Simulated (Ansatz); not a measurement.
**Geometry relaxation of Ti₁₆Si (part 1 of 2)**

System: Ti₁₆Si (defect cell, 17 atoms in the cell).
Method: DFT PBE, scalar-relativistic, plane waves, PAW, no spin polarisation (Ansatz 0.2.0).

The structure derives from a Materials Project entry. It belongs to a series of runs on one base structure; here: Si after trading places with the vacancy, charge +0, atoms relaxed. Figures and captions count atoms from 1; the log counts them from 0 in places.

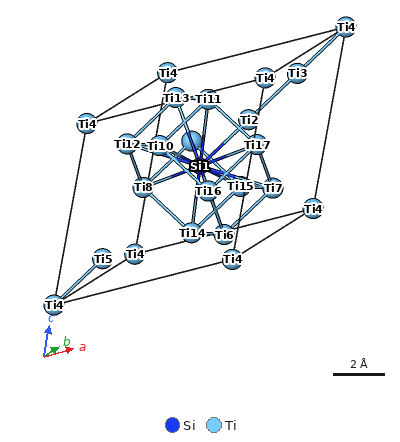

Fig. 1: The structure as given in the input (ball-and-stick view of the cell of the calculation, seen slightly off an axis; atoms are numbered from 1 in the order of the input). An atom can appear more than once, as a periodic image.

### Input
```yaml
crystal:
  lattice:
    - [2.2897681504, -3.9659947741, 5.6643452958]
    - [2.2897681504, 3.9659947741, 5.6643452958]
    - [-4.5795363009, 0.0, 5.6643452958]
  atoms:
    - { symbol: Si, position: [0.5, 0.5, 0.5] }
    - { symbol: Ti, position: [0.6666666667, 0.6666666667, 0.6666666667] }
    - { symbol: Ti, position: [0.8333333333, 0.8333333333, 0.8333333333] }
    - { symbol: Ti, position: [1.0, 0.0, 0.0] }
    - { symbol: Ti, position: [0.1666666667, 0.1666666667, 0.1666666667] }
    - { symbol: Ti, position: [0.75, 0.4166666667, 0.0833333333] }
    - { symbol: Ti, position: [0.9166666667, 0.5833333333, 0.25] }
    - { symbol: Ti, position: [0.0833333333, 0.75, 0.4166666667] }
    - { symbol: Ti, position: [0.25, 0.9166666667, 0.5833333333] }
    - { symbol: Ti, position: [0.4166666667, 0.0833333333, 0.75] }
    - { symbol: Ti, position: [0.5833333333, 0.25, 0.9166666667] }
    - { symbol: Ti, position: [0.0833333333, 0.4166666667, 0.75] }
    - { symbol: Ti, position: [0.25, 0.5833333333, 0.9166666667] }
    - { symbol: Ti, position: [0.4166666667, 0.75, 0.0833333333] }
    - { symbol: Ti, position: [0.5833333333, 0.9166666667, 0.25] }
    - { symbol: Ti, position: [0.75, 0.0833333333, 0.4166666667] }
    - { symbol: Ti, position: [0.9166666667, 0.25, 0.5833333333] }
basis:
  ecutwfc: 420
  xc_grid: 2
kpoints:
  mp_grid: { grid: [4, 4, 4], shift: [0.5, 0.5, 0.5] }
hamiltonian:
  xc: pbe
scf:
  occupations: { method: gaussian, width: 0.1 }
output:
  forces: true
  stress: false
  eigenvalues: true
  write_density: true
  write_potential: true
  elf: true
  volumetric_format: npy
relax:
  adjacent_minimum: "off"
  f_tol: 0.02
  max_steps: 60
```

Run on 4 threads of AMD EPYC (Zen 5), 32 GiB of memory available, shared host.

Command:
```bash
ansatz run input.yaml --threads 4 --pin off --max-ram 10240MiB --backend cpu --events-out ev --progress --plain --runs-dir out
```

### Log
```
Engine: ansatz 0.2.0, x86_64-unknown-linux-gnu
Pseudopotentials: kind: paw
Pseudopotential: Si, paw, valence charge 4, recommended cutoff 420 eV (normal), Si.paw.azcp
Pseudopotential: Ti, paw, valence charge 12, recommended cutoff 420 eV (normal), Ti.paw.azcp
Functional definition: PBE
  parameter kappa = 0.804
  parameter beta = 0.06672455060314922
  exchange = pbe_x(kappa = kappa, mu = beta*pi^2/3)
  correlation = pbe_c(beta = beta)
Crystal: 17 atoms, lattice volume = 308.635 Å³
Basis set: ecut = 420 eV, 6025 PW (Γ), exchange–correlation on 100×100×100 points (8 copies of the dense FFT grid, shifted against one another)
Bands: 118, of which v1, the nominal top of the filled ones, is band 98 counted from 1 (97 counted from 0)
Symmetry: 6 space group operations
Space group: R3m (ITA 160), of the structure as read, at distance tolerance 6.8e-5 Å
k-points: 10 of 64 (time reversal used)
Non-local potential: Si, projectors of the file, l = 0: 2, l = 1: 2, l = 2: 2
Non-local potential: Ti, projectors of the file, l = 0: 3, l = 1: 2, l = 2: 3, l = 3: 1
PAW form: soft (Blöchl's): semilocal exchange-correlation on the pseudo side does not see the compensation charge
PAW one-centre angular grid: Si, 110 points (default); XC on 64 Gauss nodes
PAW one-centre angular grid: Ti, 590 points (default); XC on 64 Gauss nodes
Initial density: superposition of atomic densities (neutral atoms: chi_scale 0, normalization atom), corrected by the library's trained network
Initial wavefunctions: pseudopotential atomic-orbital guess
Functional: x = pbe(κ = 0.804, μ = 0.2195149727645171), c = pbe(β = 0.06672455060314922)
SCF iter   1: F=—  HF=-40628.504613 eV  |F-HF|=—  |Δ(HF+E_count)|=         —  Δρ=8.41e-3  dr2=2.49e-1  ethr=1.77e-3  ⟨swp⟩=7.7  Hψ=4925  notcnv=0
preconditioner: auto → Kerker (q_TF=auto, 2.529 Å⁻¹)  [metal: Δε(μ)=0.006 eV  Ē_g=2.536 eV  σ=0.100 eV  W_gap=0.03  n_scr=76 (ndim 8)  ℏωp=17.4 eV  f_vac=0.001  D(μ)=21.55/eV (n_scr^D=240)]
SCF iter   2: F=—  HF=-40628.474566 eV  |F-HF|=—  |Δ(HF+E_count)|=   3.00e-2  Δρ=3.74e-3  dr2=5.01e-2  ethr=1.27e-4  ⟨swp⟩=1.5  Hψ=1418  notcnv=0  defer=2
SCF iter   3: F=—  HF=-40628.468566 eV  |F-HF|=—  |Δ(HF+E_count)|=   6.00e-3  Δρ=8.75e-4  dr2=4.58e-3  ethr=2.56e-5  ⟨swp⟩=2.0  Hψ=1407  notcnv=0  defer=2
SCF iter   4: F=—  HF=-40628.468110 eV  |F-HF|=—  |Δ(HF+E_count)|=   4.57e-4  Δρ=2.03e-4  dr2=2.57e-4  ethr=2.34e-6  ⟨swp⟩=2.0  Hψ=1462  notcnv=0  defer=12
SCF iter   5: F=—  HF=-40628.468098 eV  |F-HF|=—  |Δ(HF+E_count)|=   1.11e-5  Δρ=7.66e-5  dr2=4.35e-5  ethr=1.31e-7  ⟨swp⟩=2.0  Hψ=1466  notcnv=0  defer=37
SCF iter   6: F=-40628.468097 eV  HF=-40628.468099 eV  |F-HF|=2.32e-6  |Δ(HF+E_count)|=   1.04e-6  Δρ=3.34e-5  dr2=9.20e-6  ethr=5.10e-9  ⟨swp⟩=18.9  Hψ=10686  notcnv=0
SCF 1 converged in 6 iterations: F = -40628.468097 eV  dr2 = 9.20e-6
  greatest PAW one-centre occupation: 0.999 electrons in one spin orbital (limit 2), on the Ti atom at site 2 (counted from 0), in its partial waves of l = 0
relax step   1: F+E_penalty+E_count = -40628.46809713 eV  Δ(F+E_penalty+E_count) = +0.000e0 eV  max|allowed force component| = 4.235e-1 eV/Å  Δτ_max = 0.0000 Å  (6 SCF iters, dr2 threshold 1.00e-5 eV, accepted)
Initial density: handed on by an earlier stage of this run
Initial wavefunctions: those handed on with the density
iter 1 solved again at ethr=4.65e-4 eV; its pass at ethr=3.10e-3 eV (dr2=9.11e-1 eV) is discarded
SCF iter   1: F=—  HF=-40628.677309 eV  |F-HF|=—  |Δ(HF+E_count)|=         —  Δρ=9.09e-3  dr2=9.14e-1  ethr=4.65e-4  ⟨swp⟩=1.0  Hψ=3457  notcnv=0  defer=84
preconditioner: auto → Kerker (q_TF=auto, 2.529 Å⁻¹)  [metal: Δε(μ)=0.016 eV  Ē_g=2.572 eV  σ=0.100 eV  W_gap=0.09  n_scr=76 (ndim 8)  ℏωp=17.4 eV  f_vac=0.003  D(μ)=19.09/eV (n_scr^D=186)]
SCF iter   2: F=—  HF=-40628.589952 eV  |F-HF|=—  |Δ(HF+E_count)|=   8.74e-2  Δρ=4.70e-3  dr2=3.11e-1  ethr=4.65e-4  ⟨swp⟩=1.3  Hψ=1096  notcnv=0  defer=84
SCF iter   3: F=—  HF=-40628.535937 eV  |F-HF|=—  |Δ(HF+E_count)|=   5.40e-2  Δρ=8.97e-4  dr2=1.10e-2  ethr=1.59e-4  ⟨swp⟩=2.0  Hψ=1429  notcnv=0  defer=84
SCF iter   4: F=—  HF=-40628.533558 eV  |F-HF|=—  |Δ(HF+E_count)|=   2.38e-3  Δρ=3.11e-4  dr2=8.42e-4  ethr=5.63e-6  ⟨swp⟩=2.0  Hψ=1538  notcnv=0  defer=87
SCF iter   5: F=—  HF=-40628.533421 eV  |F-HF|=—  |Δ(HF+E_count)|=   1.37e-4  Δρ=1.39e-4  dr2=1.72e-4  ethr=4.30e-7  ⟨swp⟩=2.0  Hψ=1448  notcnv=0  defer=87
SCF iter   6: F=—  HF=-40628.533401 eV  |F-HF|=—  |Δ(HF+E_count)|=   2.02e-5  Δρ=5.61e-5  dr2=2.61e-5  ethr=8.77e-8  ⟨swp⟩=2.0  Hψ=1379  notcnv=0  defer=87
SCF iter   7: F=-40628.533400 eV  HF=-40628.533401 eV  |F-HF|=8.23e-7  |Δ(HF+E_count)|=   3.36e-7  Δρ=2.12e-5  dr2=3.17e-6  ethr=5.72e-9  ⟨swp⟩=19.7  Hψ=10824  notcnv=0
SCF 2 converged in 7 iterations: F = -40628.533400 eV  dr2 = 3.17e-6
relax step   2: F+E_penalty+E_count = -40628.53339972 eV  Δ(F+E_penalty+E_count) = -6.530e-2 eV  max|allowed force component| = 3.147e-1 eV/Å  Δτ_max = 0.0871 Å  (7 SCF iters, dr2 threshold 1.12e-5 eV, accepted)
SCF iter   1: F=—  HF=-40628.609355 eV  |F-HF|=—  |Δ(HF+E_count)|=         —  Δρ=4.83e-3  dr2=2.84e-1  ethr=8.88e-4  ⟨swp⟩=3.0  Hψ=1965  notcnv=0  defer=84
preconditioner: auto → Kerker (q_TF=auto, 2.529 Å⁻¹)  [metal: Δε(μ)=0.004 eV  Ē_g=2.550 eV  σ=0.100 eV  W_gap=0.02  n_scr=76 (ndim 8)  ℏωp=17.4 eV  f_vac=0.002  D(μ)=21.20/eV (n_scr^D=216)]
SCF iter   2: F=—  HF=-40628.589678 eV  |F-HF|=—  |Δ(HF+E_count)|=   1.97e-2  Δρ=1.99e-3  dr2=6.49e-2  ethr=1.45e-4  ⟨swp⟩=1.2  Hψ=1365  notcnv=0  defer=79
SCF iter   3: F=—  HF=-40628.581380 eV  |F-HF|=—  |Δ(HF+E_count)|=   8.30e-3  Δρ=5.52e-4  dr2=3.48e-3  ethr=3.31e-5  ⟨swp⟩=2.0  Hψ=1384  notcnv=0  defer=79
SCF iter   4: F=—  HF=-40628.580467 eV  |F-HF|=—  |Δ(HF+E_count)|=   9.13e-4  Δρ=1.46e-4  dr2=1.84e-4  ethr=1.78e-6  ⟨swp⟩=2.0  Hψ=1451  notcnv=0  defer=79
SCF iter   5: F=—  HF=-40628.580448 eV  |F-HF|=—  |Δ(HF+E_count)|=   1.88e-5  Δρ=4.55e-5  dr2=1.21e-5  ethr=9.36e-8  ⟨swp⟩=2.0  Hψ=1480  notcnv=0  defer=79
SCF iter   6: F=-40628.580445 eV  HF=-40628.580447 eV  |F-HF|=1.63e-6  |Δ(HF+E_count)|=   1.39e-6  Δρ=1.89e-5  dr2=3.03e-6  ethr=3.16e-9  ⟨swp⟩=18.5  Hψ=10044  notcnv=0
SCF 3 converged in 6 iterations: F = -40628.580445 eV  dr2 = 3.03e-6
relax step   3: F+E_penalty+E_count = -40628.58044494 eV  Δ(F+E_penalty+E_count) = -4.705e-2 eV  max|allowed force component| = 8.301e-2 eV/Å  Δτ_max = 0.0388 Å  (6 SCF iters, dr2 threshold 6.19e-6 eV, accepted)
SCF iter   1: F=—  HF=-40628.589107 eV  |F-HF|=—  |Δ(HF+E_count)|=         —  Δρ=2.28e-3  dr2=5.84e-2  ethr=1.59e-4  ⟨swp⟩=2.0  Hψ=1818  notcnv=0  defer=72
preconditioner: auto → Kerker (q_TF=auto, 2.529 Å⁻¹)  [metal: Δε(μ)=0.008 eV  Ē_g=2.554 eV  σ=0.100 eV  W_gap=0.05  n_scr=76 (ndim 8)  ℏωp=17.4 eV  f_vac=0.003  D(μ)=21.22/eV (n_scr^D=216)]
SCF iter   2: F=—  HF=-40628.585352 eV  |F-HF|=—  |Δ(HF+E_count)|=   3.76e-3  Δρ=8.41e-4  dr2=1.04e-2  ethr=2.98e-5  ⟨swp⟩=1.0  Hψ=1360  notcnv=0  defer=72
SCF iter   3: F=—  HF=-40628.584271 eV  |F-HF|=—  |Δ(HF+E_count)|=   1.08e-3  Δρ=2.36e-4  dr2=3.57e-4  ethr=5.31e-6  ⟨swp⟩=2.0  Hψ=1368  notcnv=0  defer=72
SCF iter   4: F=—  HF=-40628.584083 eV  |F-HF|=—  |Δ(HF+E_count)|=   1.88e-4  Δρ=5.69e-5  dr2=3.08e-5  ethr=1.82e-7  ⟨swp⟩=2.0  Hψ=1447  notcnv=0  defer=72
SCF iter   5: F=—  HF=-40628.584081 eV  |F-HF|=—  |Δ(HF+E_count)|=   2.05e-6  Δρ=1.47e-5  dr2=9.38e-7  ethr=1.57e-8  ⟨swp⟩=2.0  Hψ=1384  notcnv=0  defer=72
SCF iter   6: F=-40628.584081 eV  HF=-40628.584081 eV  |F-HF|=8.04e-8  |Δ(HF+E_count)|=   7.56e-8  Δρ=5.43e-6  dr2=1.38e-7  ethr=2.45e-10  ⟨swp⟩=15.8  Hψ=8141  notcnv=0
SCF 4 converged in 6 iterations: F = -40628.584081 eV  dr2 = 1.38e-7
relax step   4: F+E_penalty+E_count = -40628.58408082 eV  Δ(F+E_penalty+E_count) = -3.636e-3 eV  max|allowed force component| = 2.693e-2 eV/Å  Δτ_max = 0.0111 Å  (6 SCF iters, dr2 threshold 4.79e-7 eV, accepted)
SCF iter   1: F=—  HF=-40628.584429 eV  |F-HF|=—  |Δ(HF+E_count)|=         —  Δρ=3.61e-4  dr2=1.43e-3  ethr=1.23e-5  ⟨swp⟩=2.0  Hψ=1522  notcnv=0
preconditioner: auto → Kerker (q_TF=auto, 2.529 Å⁻¹)  [metal: Δε(μ)=0.003 eV  Ē_g=2.551 eV  σ=0.100 eV  W_gap=0.02  n_scr=76 (ndim 8)  ℏωp=17.4 eV  f_vac=0.003  D(μ)=21.09/eV (n_scr^D=216)]
SCF iter   2: F=—  HF=-40628.584352 eV  |F-HF|=—  |Δ(HF+E_count)|=   7.70e-5  Δρ=1.50e-4  dr2=2.92e-4  ethr=7.28e-7  ⟨swp⟩=1.0  Hψ=1360  notcnv=0
SCF iter   3: F=—  HF=-40628.584329 eV  |F-HF|=—  |Δ(HF+E_count)|=   2.30e-5  Δρ=3.38e-5  dr2=7.55e-6  ethr=1.49e-7  ⟨swp⟩=2.0  Hψ=1348  notcnv=0
SCF iter   4: F=—  HF=-40628.584202 eV  |F-HF|=—  |Δ(HF+E_count)|=   1.26e-4  Δρ=8.02e-6  dr2=6.81e-7  ethr=3.85e-9  ⟨swp⟩=2.0  Hψ=1442  notcnv=0
iter 5 did not close the SCF: its close was put off for the readings that it lacked (scf_convergence_deferred on its scf_iter line)
SCF iter   5: F=-40628.584202 eV  HF=-40628.584202 eV  |F-HF|=3.60e-8  |Δ(HF+E_count)|=   6.38e-8  Δρ=3.06e-6  dr2=7.80e-8  ethr=3.48e-10  ⟨swp⟩=2.0  Hψ=1381  notcnv=0
SCF iter   6: F=-40628.584202 eV  HF=-40628.584202 eV  |F-HF|=4.02e-9  |Δ(HF+E_count)|=   1.11e-8  Δρ=1.35e-6  dr2=1.34e-8  ethr=3.98e-11  ⟨swp⟩=11.6  Hψ=6915  notcnv=0
SCF 5 converged in 6 iterations: F = -40628.584202 eV  dr2 = 1.34e-8
relax step   5: F+E_penalty+E_count = -40628.58420224 eV  Δ(F+E_penalty+E_count) = -1.214e-4 eV  max|allowed force component| = 4.760e-3 eV/Å  Δτ_max = 0.0036 Å  (6 SCF iters, accepted)
```

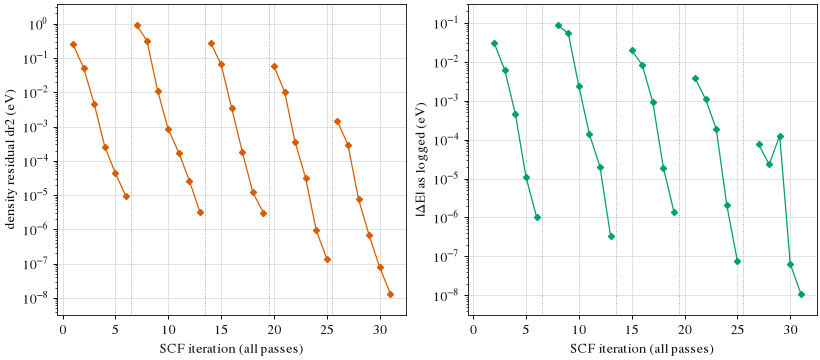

Fig. 2: Convergence of the self-consistent field: density residual dr2 and size of the energy change against the SCF iteration. The dotted lines part the SCF passes of the relaxation: geometry steps, rejected trials and re-solves on a re-selected basis. The 5 passes take 6 to 7 iterations each, 31 in all.

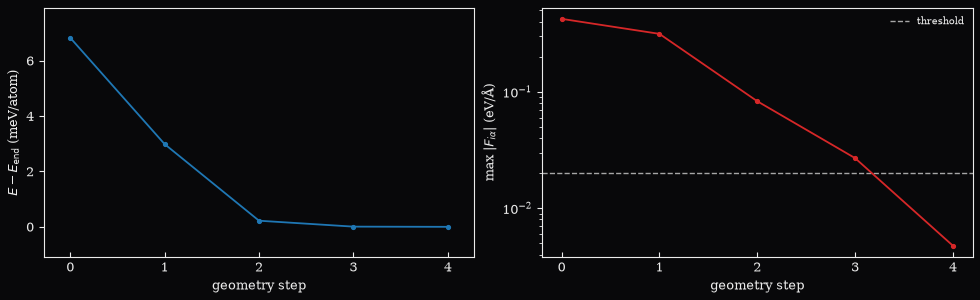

Fig. 3: Progress of the relaxation, step by step (the first geometry is step 0 here and step 1 in the log).

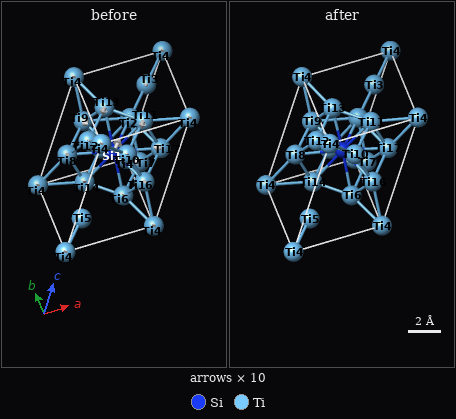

Fig. 4: Before (left) and after (right) the relaxation, at one scale (ball-and-stick view of the cell of the calculation, seen at an oblique angle). The white arrows give the displacements, magnified 10 times. The largest move is that of Si1, 0.12 Å. By element the largest moves are Si 0.12 Å, Ti 0.06 Å. The cell doesn't change. Among the contacts that change: Si1–Ti11 2.999 → 2.895 Å, Si1–Ti2 2.832 → 2.729 Å, Ti11–Ti17 2.644 → 2.555 Å, Ti11–Ti15 2.644 → 2.730 Å. The energy falls by 6.8 meV per atom in 4 geometry steps. The largest force component goes from 0.42 to 0.0048 eV/Å. (Atoms are counted from 1 in the order of the input.)

```
SCF converged after 6 iterations
Free energy (F): -40628.584202 eV
Harris-Foulkes:  -40628.584202 eV  (|F-HF|=4.02e-9)
Internal energy: -40628.478723 eV  (E = F + TS)
E sigma→0 (E₀):  -40628.531462 eV
Entropy (-TS):   -0.105480 eV (-6.205 meV/atom)
Fermi energy:    12.171713 eV
--- Per-component energies (eV) ---
  E_band       = -2692.212379
  E_kinetic    = 4396.546580
  E_local      = -14899.188303  (includes V_loc(G=0)·N_el)
  E_nonlocal   = 162.170000
  E_hartree    = 6192.551345
  E_xc         = -1611.011005
  E_vxc        = -1993.014906  (∫ρ·V_xc dr)
  E_paw        = -17278.409902  (= ΣΔE_a)
  E_vpaw       = -2743.831319  (= ΣTr[D̂ρ^β])
  E_aug_tail   = 0.001982  (compensation charges beyond the density's cutoff)
  E_ewald      = -17591.139419
  E_smearing   = -0.105480  (= −TS)
  E_closure    = 0.000000  (closes the sum)
  Σ components = -40628.584202   (vs F -40628.584202, Δ=0.00e0)
--- Forces (eV/Å), atoms counted from 1 ---
  atom   1  Si     0.00000000     0.00000000    -0.00126579
  atom   2  Ti    -0.00000000     0.00000000     0.00476044
  atom   3  Ti     0.00000000     0.00000000    -0.00138922
  atom   4  Ti     0.00000000    -0.00000000    -0.00074885
  atom   5  Ti     0.00000000     0.00000000    -0.00286376
  atom   6  Ti    -0.00025074    -0.00054679    -0.00002170
  atom   7  Ti     0.00031867     0.00250159     0.00027502
  atom   8  Ti     0.00059890     0.00005625    -0.00002170
  atom   9  Ti    -0.00232578    -0.00097482     0.00027502
  atom  10  Ti    -0.00034816     0.00049054    -0.00002170
  atom  11  Ti     0.00200711    -0.00152677     0.00027502
  atom  12  Ti    -0.00034816    -0.00049054    -0.00002170
  atom  13  Ti     0.00200711     0.00152677     0.00027502
  atom  14  Ti    -0.00025074     0.00054679    -0.00002170
  atom  15  Ti     0.00031867    -0.00250159     0.00027502
  atom  16  Ti     0.00059890    -0.00005625    -0.00002170
  atom  17  Ti    -0.00232578     0.00097482     0.00027502
  max |Σ_I F_I| component: 1.27e-5 eV/Å
--- Band table (eV; the first three rows and the last of 10) ---
  k-point 0: bands = ["-44.6163", "-44.5569", "-44.5219", "-44.4773", "-44.4300", "-44.3570", "-44.3570", "-44.3508", "-44.3508", "-44.3426", "-44.2776", "-44.2776", "-44.2685", "-44.2413", "-44.2413", "-44.1637", "-21.0712", "-21.0375", "-20.9747", "-20.9426", "-20.9386", "-20.9386", "-20.9171", "-20.9171", "-20.9016", "-20.8947", "-20.8947", "-20.8776", "-20.8776", "-20.8525", "-20.8293", "-20.8293", "-20.8151", "-20.8151", "-20.7377", "-20.7347", "-20.7096", "-20.7096", "-20.6585", "-20.6475", "-20.6475", "-20.6344", "-20.6344", "-20.5847", "-20.5847", "-20.5820", "-20.5754", "-20.5754", "-20.5146", "-20.5146", "-20.4852", "-20.4852", "-20.4323", "-20.4213", "-20.4213", "-20.3469", "-20.3393", "-20.3393", "-20.3368", "-20.2658", "-20.2538", "-20.2482", "-20.2482", "-20.1504", "4.1414", "7.2187", "8.6871", "8.6871", "8.8910", "9.4443", "9.7001", "9.7798", "9.7798", "9.9697", "10.2106", "10.2106", "10.4965", "10.4965", "10.5126", "10.6125", "10.6125", "10.8878", "11.0102", "11.0604", "11.0604", "11.2353", "11.2997", "11.2997", "11.4297", "11.6842", "11.6842", "11.7313", "11.7313", "11.9631", "12.0256", "12.0256", "12.1563", "12.1563", "12.3218", "12.3255", "12.3255", "12.5627", "12.5627", "12.6569", "12.6569", "12.6569", "12.8938", "12.8938", "12.9387", "13.0753", "13.0753", "13.2893", "13.3722", "13.3722", "13.4270", "13.4270", "13.4719", "13.4719"]
```
